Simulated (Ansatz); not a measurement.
**Geometry relaxation, with input and output: NiSi8 (part 1 of 4)**

NiSi8 (slab, 9 atoms in the cell), computed with DFT LDA, scalar-relativistic, plane waves, PAW, PAW set soft_1, spin-polarised (Ansatz 0.2.0).

The structure derives from a Materials Project entry. The input holds or restrains some coordinates. Forces given for the steps count only the free coordinates. Figures and captions count atoms from 1; the log counts them from 0 in places.

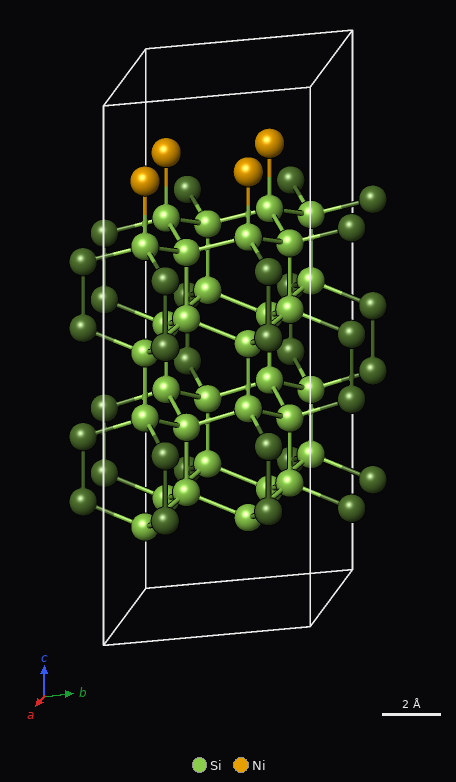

Fig. 1: The structure as given in the input (ball-and-stick view of the 2 × 2 repeat of the cell, with the vacuum cut short, seen slightly off an axis; neighbours outside the cell are drawn fainter). An atom can appear more than once, as a periodic image. Near neighbours in the periodic cell (some may lie outside the picture): Si has 3 Si at 2.33 Å; Si has 4 Si at 2.29 to 2.40 Å; Si has 1 Ni at 2.36 Å and 3 Si at 2.29 Å; Ni has 1 Si at 2.36 Å.

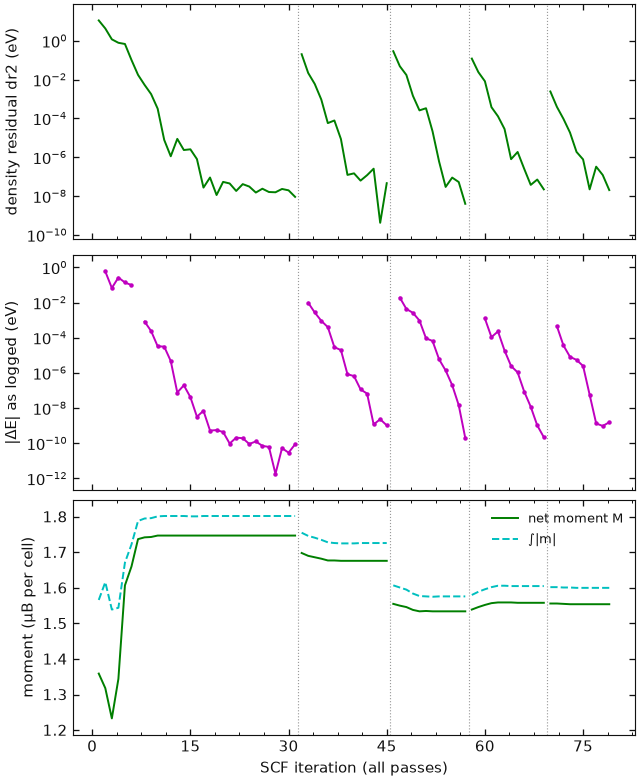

Fig. 2: Convergence of the self-consistent field: density residual dr2, size of the energy change and magnetic moment against the SCF iteration. The dotted lines part the SCF passes of the relaxation: geometry steps, rejected trials and re-solves on a re-selected basis. The 5 passes take 10 to 31 iterations each, 79 in all. The net moment goes from 1.4 to 1.6 μB per cell.

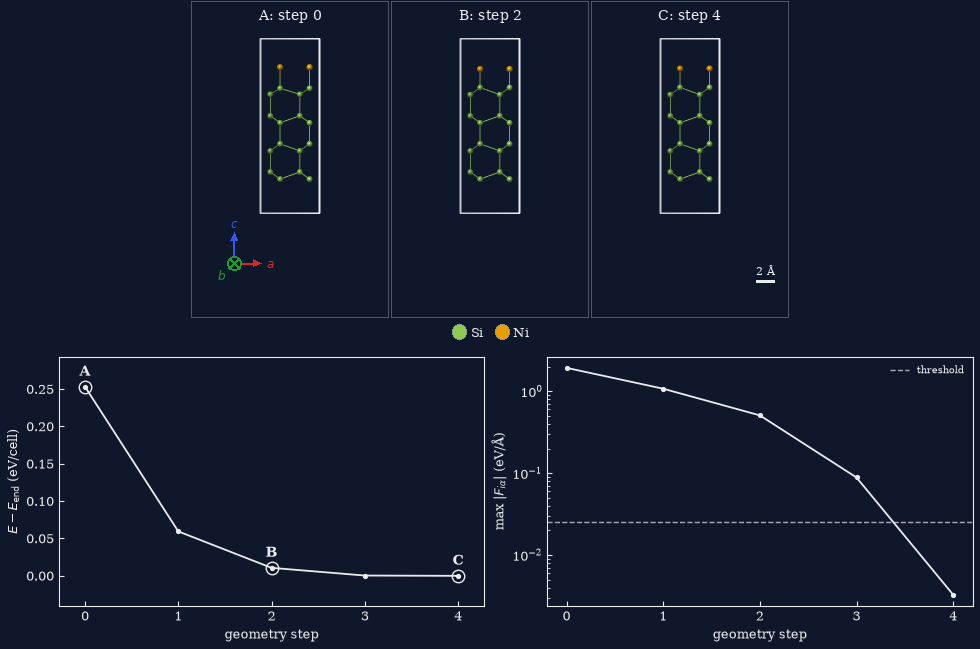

Fig. 3: Frames of the restrained relaxation (ball-and-stick view of the 2 × 1 repeat of the cell, with the vacuum cut short, along the b axis) above the curves, on which the letters mark them (the first geometry is step 0 here and step 1 in the log).

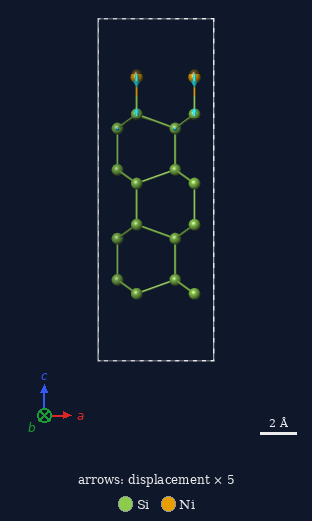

Fig. 4: Start (faint) and end (solid) with the displacements as teal arrows, magnified 5 times (ball-and-stick view of the 2 × 1 repeat of the cell, with the vacuum cut short, along the b axis). The largest move is that of Ni9, 0.15 Å. Largest moves by element: Ni 0.15 Å, Si 0.10 Å. The cell doesn't change. Among the contacts that change: Si8–Ni9 2.360 → 2.113 Å, Si7–Si8 2.295 → 2.339 Å, Si6–Si7 2.400 → 2.359 Å. Among the angles that change: Si7–Si8–Ni9 107.0° → 110.2°, Si6–Si7–Si8 107.0° → 110.2°, Si8–Si7–Si8 111.9° → 108.7°. The energy falls by 0.253 eV per cell of the calculation in 4 geometry steps. The largest force component goes from 1.9 to 0.0033 eV/Å. (Atoms are counted from 1 in the order of the input.)

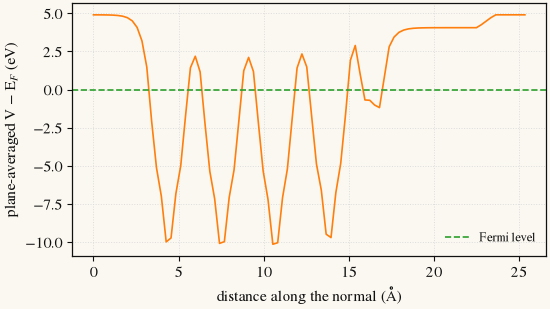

Fig. 5: Plane average of the electrostatic potential energy of an electron across the cell, from the Fermi level. The vacuum level lies 4.05 eV above the Fermi level on the upper side and 4.90 eV on the lower.

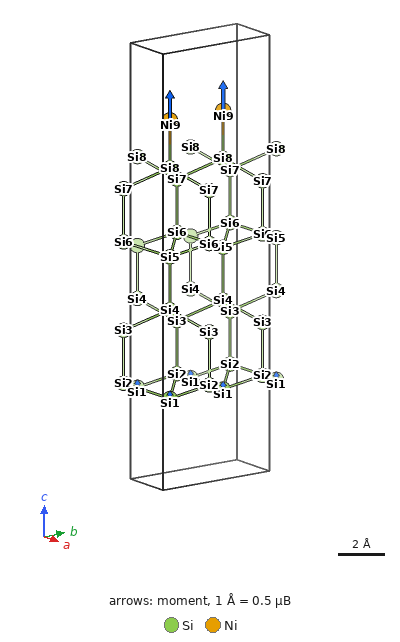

Fig. 6: Magnetic moments of the sites as blue arrows (ball-and-stick view of the 1 × 2 repeat of the cell, with the vacuum cut short, seen slightly off an axis; neighbours outside the cell are drawn fainter; atoms are numbered from 1 in the order of the input); small moments hardly show. The run is collinear, so the axis drawn is arbitrary. Site moments: Ni9 (0.68 μB); Si1 (0.19 μB). They are counted near the atoms and needn't add up to the moment of the cell.

The input and output of the run follow.

### Input
```yaml
crystal:
  lattice:
    - [3.8016851345, 0.0, 0.0]
    - [-1.9008425673, 3.2923559037, 0.0]
    - [0.0, 0.0, 25.6354948334]
  atoms:
    - { symbol: Si, position: [0.6666666667, 0.3333333333, 0.1560336567] }
    - { symbol: Si, position: [0.3333333333, 0.6666666667, 0.186960651] }
    - { symbol: Si, position: [0.3333333333, 0.6666666667, 0.2786896445] }
    - { symbol: Si, position: [0.6666666667, 0.3333333333, 0.3096166388] }
    - { symbol: Si, position: [0.6666666667, 0.3333333333, 0.4011952077] }
    - { symbol: Si, position: [0.3333333333, 0.6666666667, 0.4316455898] }
    - { symbol: Si, position: [0.3333333333, 0.6666666667, 0.525281451] }
    - { symbol: Si, position: [0.6666666667, 0.3333333333, 0.551403237] }
    - { symbol: Ni, position: [0.6666666667, 0.3333333333, 0.6434630945], spin: 2.0 }
basis:
  ecutwfc: 420
kpoints:
  mp_grid: { grid: [9, 9, 1] }
hamiltonian:
  xc: lda
  pseudopotentials: { kind: paw, azcp: { folder: soft_1 } }
scf:
  occupations: { method: gaussian, width: 0.05 }
output:
  forces: true
  eigenvalues: true
  populations: true
magnetization:
  spin_polarized: true
relax:
  adjacent_minimum: "off"
  f_tol: 0.025
  max_steps: 30
  constraints: [{ sites: [0, 1, 2, 3, 4, 5] }, { sites: [8], fix: xy }]
efield:
  axis: 3
  dipole_correction: true
  ramp_width: 0.04
```

Launch command:
```bash
ansatz run input.yaml --threads 2 --pin off --max-ram 6144MiB --backend cpu --events-out ev --progress --plain --runs-dir out
```

### Output
```
Warning: [file] the record states the generating functional pbe (its physics header spells it `PBE`), which answers neither for hamiltonian.xc's functional nor for the lda family's — results may be inconsistent (PPs are generated against a specific XC)
Warning: [file] the record states the generating functional pbe (its physics header spells it `PBE`), which answers neither for hamiltonian.xc's functional nor for the lda family's — results may be inconsistent (PPs are generated against a specific XC)
Engine: ansatz 0.2.0, x86_64-unknown-linux-gnu
Pseudopotentials: kind: paw
Pseudopotential: Si, paw, valence charge 4, recommended cutoff 420 eV (normal), [file]
Pseudopotential: Ni, paw, valence charge 18, recommended cutoff 420 eV (normal), [file]
Functional definition: SPW92
  exchange = slater_x
  correlation = pw_c
Crystal: 9 atoms, lattice volume = 320.867 Å³
Basis set: ecut = 420 eV, 6277 PW (Γ)
Bands: 35, of which v1, the nominal top of the filled ones, is band 25 counted from 1 (24 counted from 0)
Symmetry: 6 space group operations
k-points: 12 of 81 (time reversal used)
Non-local potential: Si, projectors of the file, l = 0: 2, l = 1: 2, l = 2: 1
Non-local potential: Ni, projectors of the file, l = 0: 3, l = 1: 2, l = 2: 3, l = 3: 1
PAW form: soft (Blöchl's): semilocal exchange-correlation on the pseudo side does not see the compensation charge
PAW frozen core: Si, regenerated for the run's functional, and the local potential with it (the file was generated under x = pbe(κ = 0.804, μ = 0.2195149727645171), c = pbe(β = 0.06672455060314922))
PAW frozen core: Ni, regenerated for the run's functional, and the local potential with it (the file was generated under x = pbe(κ = 0.804, μ = 0.2195149727645171), c = pbe(β = 0.06672455060314922))
PAW one-centre angular grid: Si, 110 points (default); XC on 64 Gauss nodes
PAW one-centre angular grid: Ni, 590 points (default); XC on 64 Gauss nodes
Initial density: superposition of atomic densities (neutral atoms: chi_scale 0, normalization atom)
Starting moments: Σ|m| = 2 μB on 1 of 9 sites
Initial wavefunctions: pseudopotential atomic-orbital guess
Functional: x = slater, c = lda
```
